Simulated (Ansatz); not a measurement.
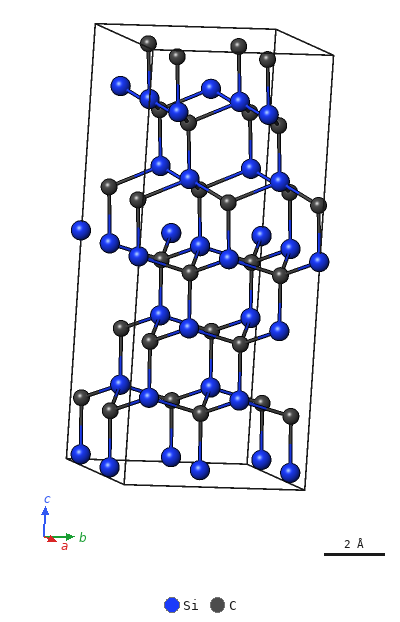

Fig. 1: The structure (ball-and-stick view of the cell of the calculation, seen slightly off an axis). An atom can appear more than once, as a periodic image. Near neighbours in the periodic cell (some may lie outside the picture): Si has 4 C at 1.87 to 1.92 Å; C has 4 Si at 1.87 to 1.92 Å.

Run report: SiC, single-point calculation

System: SiC (Cmc2₁, 48 atoms in the cell).
Method: DFT PBE, scalar-relativistic, plane waves, PAW, no spin polarisation (Ansatz 0.2.0).

The structure derives from an entry of the Crystallography Open Database.

## Log
```
Engine: ansatz 0.2.0, aarch64-unknown-linux-gnu
Pseudopotentials: kind: paw
Pseudopotential: Si, paw, valence charge 4, recommended cutoff 420 eV (normal), Si.paw.azcp
Pseudopotential: C, paw, valence charge 4, recommended cutoff 420 eV (normal), C.paw.azcp
Functional definition: PBE
  parameter kappa = 0.804
  parameter beta = 0.06672455060314922
  exchange = pbe_x(kappa = kappa, mu = beta*pi^2/3)
  correlation = pbe_c(beta = beta)
Crystal: 48 atoms, lattice volume = 496.605 Å³
Basis set: ecut = 420 eV, 9737 PW (Γ), exchange–correlation on 90×90×216 points (8 copies of the dense FFT grid, shifted against one another)
Bands: 144, of which v1, the nominal top of the filled ones, is band 96 counted from 1 (95 counted from 0)
Symmetry: 16 space group operations
Space group: Cmc21 (ITA 36), of the structure as read, at distance tolerance 7.9e-5 Å
k-points: 5 of 8
Non-local potential: Si, projectors of the file, l = 0: 2, l = 1: 2, l = 2: 2
Non-local potential: C, projectors of the file, l = 0: 2, l = 1: 2, l = 2: 1
PAW form: soft (Blöchl's): semilocal exchange-correlation on the pseudo side does not see the compensation charge
PAW one-centre angular grid: Si, 110 points (default); XC on 64 Gauss nodes
PAW one-centre angular grid: C, 110 points (default); XC on 64 Gauss nodes
Initial density: superposition of atomic densities (neutral atoms: chi_scale 0, normalization atom), corrected by the library's trained network
Initial wavefunctions: pseudopotential atomic-orbital guess
Functional: x = pbe(κ = 0.804, μ = 0.2195149727645171), c = pbe(β = 0.06672455060314922)
SCF iter   1: F=—  HF=-21290.009582 eV  |F-HF|=—  |Δ(HF+E_count)|=         —  Δρ=2.12e-3  dr2=1.03e-2  ethr=1.77e-3  ⟨swp⟩=6.0  Hψ=3298  notcnv=0  defer=68
preconditioner: auto → Resta (q_TF=auto, 2.329 Å⁻¹)  ε∞=4.7  [insulator: Δε(μ)=1.853 eV  Ē_g=11.930 eV  σ=0.050 eV  W_gap=1.00  n_scr=102 (ndim 8)  ℏωp=23.1 eV  f_vac=0.000  D(μ)=0.00/eV (n_scr^D=0)  ε∞_Penn≈4.7]
SCF iter   2: F=—  HF=-21290.013508 eV  |F-HF|=—  |Δ(HF+E_count)|=   3.93e-3  Δρ=1.17e-3  dr2=3.07e-3  ethr=5.36e-6  ⟨swp⟩=2.2  Hψ=1195  notcnv=0  defer=108
SCF iter   3: F=—  HF=-21290.014906 eV  |F-HF|=—  |Δ(HF+E_count)|=   1.40e-3  Δρ=1.64e-4  dr2=1.55e-4  ethr=1.60e-6  ⟨swp⟩=3.0  Hψ=1031  notcnv=0  defer=4
automatic band count: iteration 3 solves 112 bands in place of 144: the levels show a gap, and the empty bands left out lie too high to hold charge; the band table lists the bands solved (type scf.n_extra_bands for more)
SCF iter   4: F=—  HF=-21290.014889 eV  |F-HF|=—  |Δ(HF+E_count)|=   1.66e-5  Δρ=5.77e-5  dr2=1.27e-5  ethr=8.09e-8  ⟨swp⟩=2.2  Hψ=900  notcnv=0  defer=4
SCF iter   5: F=—  HF=-21290.015734 eV  |F-HF|=—  |Δ(HF+E_count)|=   8.45e-4  Δρ=1.37e-5  dr2=1.10e-6  ethr=6.61e-9  ⟨swp⟩=2.2  Hψ=923  notcnv=0  defer=4
SCF iter   6: F=-21290.015735 eV  HF=-21290.015735 eV  |F-HF|=2.10e-8  |Δ(HF+E_count)|=   2.56e-7  Δρ=4.13e-6  dr2=7.99e-8  ethr=5.21e-11  ⟨swp⟩=7.2  Hψ=2779  notcnv=0
SCF 1 converged in 6 iterations: F = -21290.015735 eV  dr2 = 7.99e-8
  greatest PAW one-centre occupation: 0.643 electrons in one spin orbital (limit 2), on the C atom at site 39 (counted from 0), in its partial waves of l = 0
```

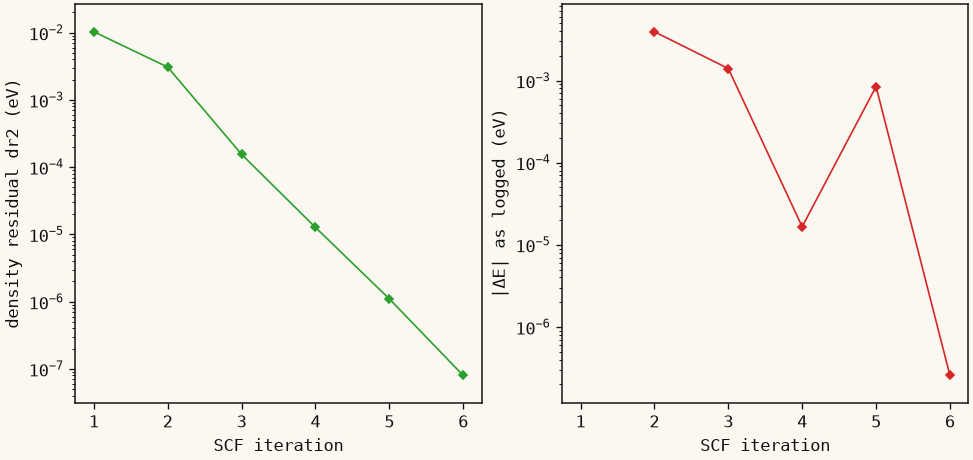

Fig. 2: Convergence of the self-consistent field: density residual dr2 and size of the energy change against the SCF iteration. The residual falls at every step.

```
SCF converged after 6 iterations
Free energy (F): -21290.015735 eV
Harris-Foulkes:  -21290.015735 eV  (|F-HF|=2.10e-8)
Internal energy: -21290.015735 eV  (E = F + TS)
E sigma→0 (E₀):  -21290.015735 eV
Fermi energy:    10.586339 eV
--- Per-component energies (eV) ---
  E_band       = 693.750318
  E_kinetic    = 3264.822760
  E_local      = -2520.838307  (includes V_loc(G=0)·N_el)
  E_nonlocal   = 1242.660006
  E_hartree    = 777.426417
  E_xc         = -2532.490299
  E_vxc        = -2625.498257  (∫ρ·V_xc dr)
  E_paw        = -14691.077256  (= ΣΔE_a)
  E_vpaw       = -222.252914  (= ΣTr[D̂ρ^β])
  E_aug_tail   = 0.000304  (compensation charges beyond the density's cutoff)
  E_ewald      = -6830.519359
  E_smearing   = -0.000000  (= −TS)
  E_closure    = 0.000000  (closes the sum)
  Σ components = -21290.015735   (vs F -21290.015735, Δ=0.00e0)
--- Forces (eV/Å), atoms counted from 1 ---
  atom   1  Si     0.00000000     0.51574025    -0.25450000
  atom   2  Si     0.00000000     0.51574025    -0.25450000
  atom   3  Si     0.00000000     0.51574025    -0.25450000
  atom   4  Si    -0.00000000     0.51574025    -0.25450000
  atom   5  Si     0.00000000    -0.51574025    -0.25450000
  atom   6  Si     0.00000000    -0.51574025    -0.25450000
  atom   7  Si     0.00000000    -0.51574025    -0.25450000
  atom   8  Si     0.00000000    -0.51574025    -0.25450000
  atom   9  Si     0.00000000    -0.44964320     0.07126593
  atom  10  Si    -0.00000000    -0.44964320     0.07126593
  atom  11  Si     0.00000000    -0.44964320     0.07126593
  atom  12  Si    -0.00000000    -0.44964320     0.07126593
  atom  13  Si    -0.00000000     0.44964320     0.07126593
  atom  14  Si    -0.00000000     0.44964320     0.07126593
  atom  15  Si     0.00000000     0.44964320     0.07126593
  atom  16  Si    -0.00000000     0.44964320     0.07126593
  atom  17  Si    -0.00000000     0.65822177     0.17822136
  atom  18  Si     0.00000000     0.65822177     0.17822136
  atom  19  Si    -0.00000000     0.65822177     0.17822136
  atom  20  Si     0.00000000     0.65822177     0.17822136
  atom  21  Si    -0.00000000    -0.65822177     0.17822136
  atom  22  Si     0.00000000    -0.65822177     0.17822136
  atom  23  Si    -0.00000000    -0.65822177     0.17822136
  atom  24  Si    -0.00000000    -0.65822177     0.17822136
  atom  25  C     -0.00000000    -0.61212983    -0.25253616
  atom  26  C     -0.00000000    -0.61212983    -0.25253616
  atom  27  C      0.00000000    -0.61212983    -0.25253616
  atom  28  C      0.00000000    -0.61212983    -0.25253616
  atom  29  C     -0.00000000     0.61212983    -0.25253616
  atom  30  C      0.00000000     0.61212983    -0.25253616
  atom  31  C     -0.00000000     0.61212983    -0.25253616
  atom  32  C     -0.00000000     0.61212983    -0.25253616
  atom  33  C      0.00000000    -0.59824411     0.43972903
  atom  34  C     -0.00000000    -0.59824411     0.43972903
  atom  35  C      0.00000000    -0.59824411     0.43972903
  atom  36  C     -0.00000000    -0.59824411     0.43972903
  atom  37  C      0.00000000     0.59824411     0.43972903
  atom  38  C     -0.00000000     0.59824411     0.43972903
  atom  39  C     -0.00000000     0.59824411     0.43972903
  atom  40  C     -0.00000000     0.59824411     0.43972903
  atom  41  C      0.00000000    -0.52774238    -0.18216018
  atom  42  C      0.00000000    -0.52774238    -0.18216018
  atom  43  C     -0.00000000    -0.52774238    -0.18216018
  atom  44  C      0.00000000    -0.52774238    -0.18216018
  atom  45  C      0.00000000     0.52774238    -0.18216018
  atom  46  C      0.00000000     0.52774238    -0.18216018
  atom  47  C     -0.00000000     0.52774238    -0.18216018
  atom  48  C     -0.00000000     0.52774238    -0.18216018
  max |Σ_I F_I| component: 1.60e-4 eV/Å
--- Band table (eV; the first three rows and the last of 5) ---
  k-point 0: bands = ["-5.9171", "-5.4136", "-5.3417", "-3.8875", "-3.8160", "-2.5004", "-2.3601", "-2.3601", "-2.3601", "-2.3601", "-2.3528", "-2.3460", "-2.0976", "-1.8587", "-1.8587", "-1.8587", "-1.8587", "-1.5589", "-1.4517", "-1.1298", "-1.1298", "-1.1298", "-1.1298", "-0.9179", "0.9528", "1.0879", "1.0879", "1.0879", "1.0879", "1.1262", "1.4973", "1.7335", "1.8070", "2.0595", "2.0595", "2.0595", "2.0595", "2.3982", "2.3982", "2.3982", "2.3982", "2.6615", "2.9598", "3.2616", "3.3681", "4.8880", "5.1513", "5.3623", "5.3623", "5.3623", "5.3623", "6.0496", "6.0496", "6.0496", "6.0496", "6.2598", "6.4559", "6.4559", "6.4559", "6.4559", "6.5220", "6.6327", "6.6389", "6.6919", "7.0818", "7.1733", "7.2297", "7.2297", "7.2297", "7.2297", "7.2470", "7.6386", "7.7204", "7.8229", "7.8229", "7.8229", "7.8229", "7.9420", "8.2862", "8.2960", "8.2960", "8.2960", "8.2960", "8.3664", "8.4535", "8.5316", "8.6146", "8.7253", "8.8181", "9.0869", "9.1165", "9.2871", "9.3290", "9.4423", "9.5482", "9.6577", "11.5150", "11.6135", "11.6135", "11.6135", "11.6135", "11.7480", "12.7325", "12.9804", "12.9804", "12.9804", "12.9804", "13.3702", "14.1144", "14.1636", "14.3414", "14.3414"]
  k-point 1: bands = ["-5.7819", "-5.7819", "-4.7211", "-4.7211", "-2.8945", "-2.8945", "-2.4436", "-2.4436", "-2.4183", "-2.4183", "-2.2527", "-2.2527", "-2.0652", "-2.0652", "-1.8904", "-1.8904", "-1.5652", "-1.5652", "-1.4227", "-1.4227", "-1.1034", "-1.1034", "-0.9763", "-0.9763", "1.0643", "1.0643", "1.1841", "1.1841", "1.3801", "1.3801", "1.6739", "1.6739", "1.7105", "1.7105", "1.7138", "1.7138", "2.0947", "2.0947", "2.5342", "2.5342", "2.6196", "2.6196", "2.7947", "2.7947", "4.9536", "4.9536", "5.0901", "5.0901", "5.2009", "5.2009", "5.3534", "5.3534", "6.0996", "6.0996", "6.3496", "6.3496", "6.3631", "6.3631", "6.4438", "6.4438", "6.5949", "6.5949", "6.7418", "6.7418", "6.7962", "6.7962", "7.1297", "7.1297", "7.3069", "7.3069", "7.7409", "7.7409", "7.7734", "7.7734", "7.8468", "7.8468", "7.9357", "7.9357", "8.1646", "8.1646", "8.3433", "8.3433", "8.4958", "8.4958", "8.5873", "8.5873", "8.7744", "8.7744", "8.8113", "8.8113", "9.0455", "9.0455", "9.3455", "9.3455", "9.5649", "9.5649", "11.5878", "11.5878", "11.5981", "11.5981", "11.7459", "11.7459", "12.7570", "12.7570", "12.9270", "12.9270", "13.4163", "13.4163", "14.1316", "14.1316", "14.1904", "14.1904"]
  k-point 2: bands = ["-4.8534", "-4.8534", "-4.3698", "-4.3698", "-4.2928", "-4.2928", "-2.9056", "-2.9056", "-2.8407", "-2.8407", "-2.7714", "-2.7714", "-2.7714", "-2.7714", "-1.9358", "-1.9358", "-1.9358", "-1.9358", "-1.5058", "-1.5058", "-0.8554", "-0.8554", "-0.8554", "-0.8554", "1.8623", "1.8623", "2.2461", "2.2461", "2.2461", "2.2461", "2.4339", "2.4339", "2.4339", "2.4339", "3.2891", "3.2891", "3.2891", "3.2891", "3.6059", "3.6059", "3.6636", "3.6636", "4.5843", "4.5843", "4.5843", "4.5843", "4.7911", "4.7911", "4.9337", "4.9337", "4.9337", "4.9337", "4.9709", "4.9709", "5.1171", "5.1171", "5.5895", "5.5895", "5.5895", "5.5895", "5.9868", "5.9868", "6.0522", "6.0522", "6.0522", "6.0522", "6.0670", "6.0670", "6.5490", "6.5490", "7.0531", "7.0531", "7.2388", "7.2388", "7.2388", "7.2388", "7.3923", "7.3923", "7.4583", "7.4583", "7.6350", "7.6350", "7.9025", "7.9025", "7.9025", "7.9025", "7.9286", "7.9286", "8.3021", "8.3021", "8.3639", "8.3639", "8.8504", "8.8504", "8.9227", "8.9227", "13.1745", "13.1745", "13.3429", "13.3429", "13.3429", "13.3429", "13.4196", "13.4196", "13.8669", "13.8669", "14.0408", "14.0408", "14.0408", "14.0408", "14.4898", "14.4898"]
  k-point 4: bands = ["-4.8138", "-4.8138", "-4.5537", "-4.5537", "-4.0346", "-4.0346", "-3.2998", "-3.2998", "-2.8805", "-2.8805", "-2.6609", "-2.6609", "-2.4122", "-2.4122", "-2.2258", "-2.2258", "-1.6642", "-1.6642", "-1.6366", "-1.6366", "-1.0824", "-1.0824", "-0.7018", "-0.7018", "2.0407", "2.0407", "2.2286", "2.2286", "2.3762", "2.3762", "2.4458", "2.4458", "2.6845", "2.6845", "3.0323", "3.0323", "3.1784", "3.1784", "3.5657", "3.5657", "4.0343", "4.0343", "4.3632", "4.3632", "4.4193", "4.4193", "4.6200", "4.6200", "4.8464", "4.8464", "4.8512", "4.8512", "5.0824", "5.0824", "5.4020", "5.4020", "5.5053", "5.5053", "5.5072", "5.5072", "5.6069", "5.6069", "5.9784", "5.9784", "6.2525", "6.2525", "6.2992", "6.2992", "6.3605", "6.3605", "6.8901", "6.8901", "7.1924", "7.1924", "7.2660", "7.2660", "7.3411", "7.3411", "7.3837", "7.3837", "7.7458", "7.7458", "7.8213", "7.8213", "7.9420", "7.9420", "8.1920", "8.1920", "8.2362", "8.2362", "8.6686", "8.6686", "8.8110", "8.8110", "9.0340", "9.0340", "13.1567", "13.1567", "13.2577", "13.2577", "13.4276", "13.4276", "13.8107", "13.8107", "13.8855", "13.8855", "14.0089", "14.0089", "14.0192", "14.0192", "14.4806", "14.4806"]
```

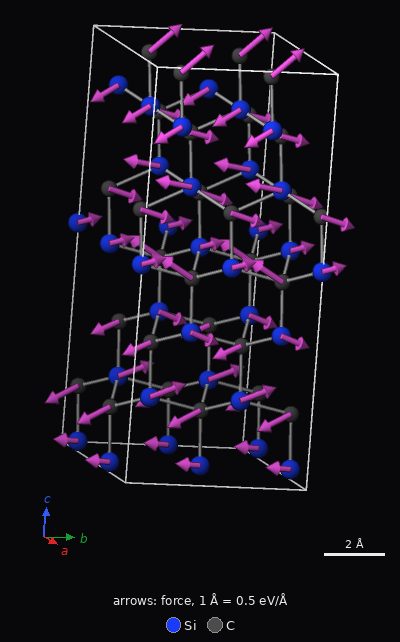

Fig. 3: Forces on the atoms as pink arrows (ball-and-stick view of the cell of the calculation, seen slightly off an axis). The largest act on C33, C34, C35, C36, C37, C38 and 2 more (0.74 eV/Å); Si17, Si18, Si19, Si20, Si21, Si22 and 2 more (0.68 eV/Å); C25, C26, C27, C28, C29, C30 and 2 more (0.66 eV/Å); Si1, Si2, Si3, Si4, Si5, Si6 and 2 more (0.58 eV/Å), among others. Atoms are counted from 1 in the order of the input and aren't labelled in the picture. The geometry is not a stationary point of this energy.

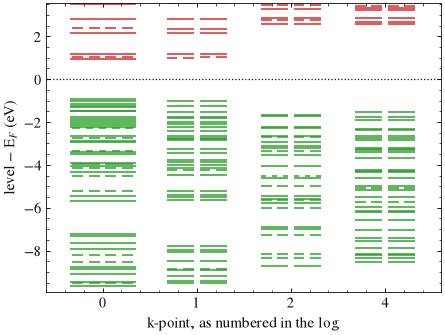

Fig. 4: Kohn–Sham levels near the Fermi level (dotted) at the few k-points that the log prints; levels within 0.02 eV of each other stand side by side. Among these points the highest filled and lowest empty levels are 1.86 eV apart, which is the gap on the mesh.

This output came from the following input.

## Input file
```yaml
crystal:
  lattice:
    - [-6.1556, 0.0, 0.0]
    - [-3.0778, -5.335, 0.0]
    - [-3.0778, 0.0, 15.1219]
  atoms:
    - { symbol: Si, position: [0.98735, 0.1673, 0.858] }
    - { symbol: Si, position: [0.48735, 0.1673, 0.858] }
    - { symbol: Si, position: [0.98735, 0.6673, 0.858] }
    - { symbol: Si, position: [0.48735, 0.6673, 0.858] }
    - { symbol: Si, position: [0.90465, 0.8327, 0.358] }
    - { symbol: Si, position: [0.40465, 0.8327, 0.358] }
    - { symbol: Si, position: [0.90465, 0.3327, 0.358] }
    - { symbol: Si, position: [0.40465, 0.3327, 0.358] }
    - { symbol: Si, position: [0.9876, 0.5007, 0.5241] }
    - { symbol: Si, position: [0.4876, 0.5007, 0.5241] }
    - { symbol: Si, position: [0.9876, 0.0007, 0.5241] }
    - { symbol: Si, position: [0.4876, 0.0007, 0.5241] }
    - { symbol: Si, position: [0.7383, 0.4993, 0.0241] }
    - { symbol: Si, position: [0.2383, 0.4993, 0.0241] }
    - { symbol: Si, position: [0.7383, 0.9993, 0.0241] }
    - { symbol: Si, position: [0.2383, 0.9993, 0.0241] }
    - { symbol: Si, position: [0.73653, 0.8357, 0.69124] }
    - { symbol: Si, position: [0.23653, 0.8357, 0.69124] }
    - { symbol: Si, position: [0.73653, 0.3357, 0.69124] }
    - { symbol: Si, position: [0.23653, 0.3357, 0.69124] }
    - { symbol: Si, position: [0.82223, 0.1643, 0.19124] }
    - { symbol: Si, position: [0.32223, 0.1643, 0.19124] }
    - { symbol: Si, position: [0.82223, 0.6643, 0.19124] }
    - { symbol: Si, position: [0.32223, 0.6643, 0.19124] }
    - { symbol: C, position: [0.92685, 0.496, 0.6503] }
    - { symbol: C, position: [0.42685, 0.496, 0.6503] }
    - { symbol: C, position: [0.92685, 0.996, 0.6503] }
    - { symbol: C, position: [0.42685, 0.996, 0.6503] }
    - { symbol: C, position: [0.67285, 0.504, 0.1503] }
    - { symbol: C, position: [0.17285, 0.504, 0.1503] }
    - { symbol: C, position: [0.67285, 0.004, 0.1503] }
    - { symbol: C, position: [0.17285, 0.004, 0.1503] }
    - { symbol: C, position: [0.92915, 0.16, 0.9817] }
    - { symbol: C, position: [0.42915, 0.16, 0.9817] }
    - { symbol: C, position: [0.92915, 0.66, 0.9817] }
    - { symbol: C, position: [0.42915, 0.66, 0.9817] }
    - { symbol: C, position: [0.83915, 0.84, 0.4817] }
    - { symbol: C, position: [0.33915, 0.84, 0.4817] }
    - { symbol: C, position: [0.83915, 0.34, 0.4817] }
    - { symbol: C, position: [0.33915, 0.34, 0.4817] }
    - { symbol: C, position: [0.6771, 0.829, 0.8168] }
    - { symbol: C, position: [0.1771, 0.829, 0.8168] }
    - { symbol: C, position: [0.6771, 0.329, 0.8168] }
    - { symbol: C, position: [0.1771, 0.329, 0.8168] }
    - { symbol: C, position: [0.7561, 0.171, 0.3168] }
    - { symbol: C, position: [0.2561, 0.171, 0.3168] }
    - { symbol: C, position: [0.7561, 0.671, 0.3168] }
    - { symbol: C, position: [0.2561, 0.671, 0.3168] }
basis:
  ecutwfc: 420
  fft_grid_basis: typed
kpoints:
  mp_grid: { grid: [2, 2, 2] }
hamiltonian:
  xc: pbe
  pseudopotentials: { kind: paw }
scf:
  occupations: { method: gaussian, width: 0.05 }
output:
  forces: true
  stress: false
  eigenvalues: true
  bader: false
  write_density: true
  volumetric_format: npy
```

Run as:
```bash
ansatz run input.yaml --threads 4 --pin off --max-ram 10240MiB --backend cpu --events-out ev --progress --plain --runs-dir out
```

## Results in brief

```json
{"quantity": "outcome", "value": "converged"}
{"quantity": "space group (tolerance 0.01 Å)", "value": "Cmc2₁ (36)"}
{"quantity": "electrons treated", "value": "192"}
{"quantity": "free energy", "value": "−21290.0157 eV"}
{"quantity": "Fermi energy", "value": "10.586 eV"}
{"quantity": "gap on the k-point mesh", "value": "1.86 eV"}
{"quantity": "largest force (length of the vector)", "value": "0.742 eV/Å"}
{"quantity": "hardware", "value": "4 threads of Arm Neoverse V1, 24 GiB of memory available, shared host"}
{"quantity": "wall time", "value": "5.1 s (CPU time 19 s)"}
{"quantity": "peak memory", "value": "1.8 GiB"}
```
